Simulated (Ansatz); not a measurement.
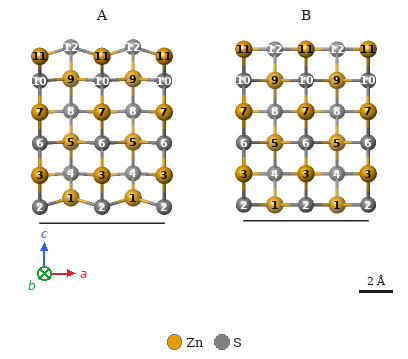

Two geometries of a slab of composition ZnS (cut from the F-43m phase), drawn at one scale. One is the start of a relaxation, the other its converged end. The picture is a ball-and-stick view of the 2 × 1 repeat of the cell, outlined in the plane, without the vacuum, seen along the b axis.

The calculation used Ansatz, DFT PBE, scalar-relativistic, plane waves, PAW. (plane-wave cutoff 420 eV; k-point mesh 7 × 5 × 1; occupations gaussian; smearing width 0.05 eV; no spin polarisation; dipole correction; atoms relaxed in a fixed cell; force threshold 0.02 eV/Å; at most 60 steps)

Q: Which one is relaxed?

A: Structure A is the relaxed one. Case: (1 1 0) slab, atoms relaxed. The slab is the (1 1 0) face of ZnS. The energy falls by 0.955 eV per cell of the calculation in 4 accepted moves (5 points after the start). The largest force component goes from 1.2 to 0.014 eV/Å. 1 step only repeated the SCF at the same geometry. The largest moves relative to the layer's centre, 0.52 Å, are those of Zn1 and Zn11. Zn11 goes at 34° to the normal (−c side). Largest moves by element: Zn 0.52 Å, S 0.14 Å. The lattice vectors keep their values. Among the contacts that change: Zn11–S12 2.357 → 2.275 Å, S10–Zn11 2.357 → 2.301 Å, S8–Zn9 2.357 → 2.404 Å, S2–Zn3 2.357 → 2.334 Å. Among the angles between lasting bonds that change: Zn1–S2–Zn3 109.5° → 92.7°, Zn1–S4–Zn5 109.5° → 96.0°, S2–Zn1–S4 109.5° → 121.3°. The run took 6.2 min on 1 thread of Arm Neoverse V1, on a shared host, peak memory 0.74 GiB.
